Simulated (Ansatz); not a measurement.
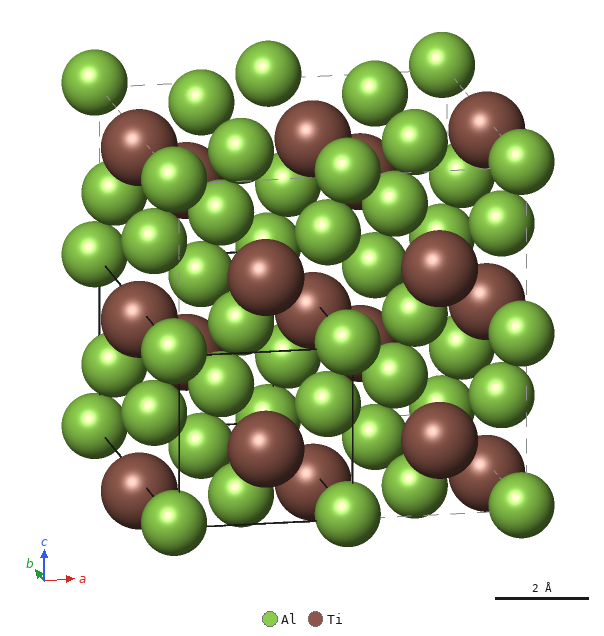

We look at a spheres-only model of the crystal slightly off an axis. The picture spans 2×1×2 cells, one drawn cell (a repeat of the simulation cell) being drawn with solid lines.

TiAl3, a = 3.82 Å, b = 8.56 Å, c = 3.82 Å, α = 90.00°, β = 90.00°, γ = 90.00°.

The calculation used Ansatz, DFT PBE, scalar-relativistic, plane waves, PAW, with plane waves up to 420 eV, k-points about 0.17 Å⁻¹ apart, Gaussian smearing of 0.1 eV, no spin polarisation.

Question: What is the electronic character?

Answer: A metal: bands cross the Fermi level.

Question: Would the cell expand or shrink if it could?

Answer: The computed pressure is 6.5 GPa (compressed: it would expand). The stress isn't hydrostatic: its largest component is 8.4 GPa.

Starting structure: a structure listed in the Materials Project. The cell was then strained or its atoms displaced on purpose. It went into a calculation with Ansatz.

At this level of theory the cell isn't at rest (compressed, at 6 GPa and forces up to 3.8 eV/Å), so its distances can differ from those at equilibrium, the more so the softer the solid.
